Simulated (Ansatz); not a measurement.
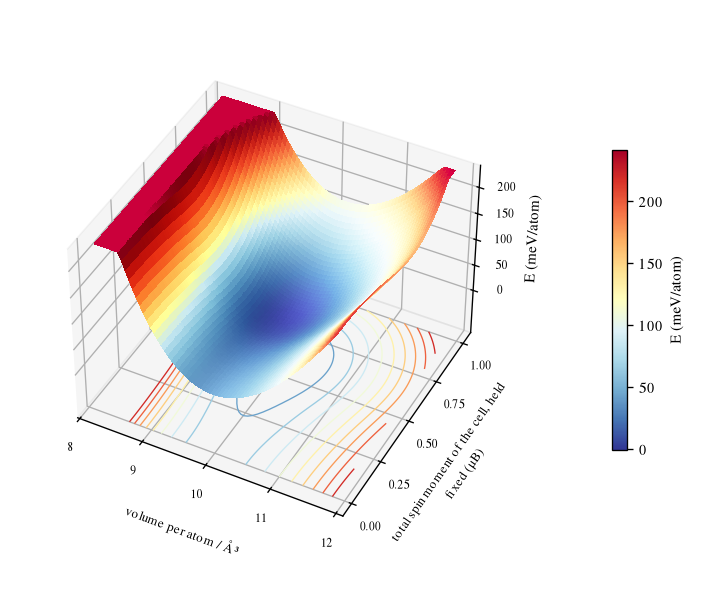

Energy landscape of Ni (Fm-3m, No. 225; 1 atom in the cell). The energy is mapped over volume and a fixed ferromagnetic moment. Coordinates scanned: (1) volume per atom; (2) total spin moment of the cell, held fixed. Nothing is relaxed (shape and fractional coordinates fixed). The scan uses a 7 × 9 grid. Points are written as (first, second). Energies are in meV/atom, from the lowest grid point. The moment is held fixed and parallel; antiferromagnetic orders weren't tried. The calculation used DFT LDA, scalar-relativistic, plane waves, PAW in Ansatz 0.2.0. Settings: cutoff 520 eV, k-mesh 24×24×24, gaussian smearing 0.15 eV.

In the figure: a relief with its contours projected below, any walls above the top of the colour scale cut off. Between grid points the surface is interpolated. 

### Where are the wells?

The lowest grid point is at (10.04 Å³, 0.625 μB). No other kind of well shows on this grid. The highest grid point, (8.23 Å³, 1.000 μB), lies 565 meV/atom above the lowest. Round the minimum the two coordinates are weakly coupled (coupling −0.09 in units of the two stiffnesses).

The whole map (63 points run) took 6.8 min on 1 thread of Intel(R) Xeon(R) 6975P-C (Granite Rapids), on a shared host.
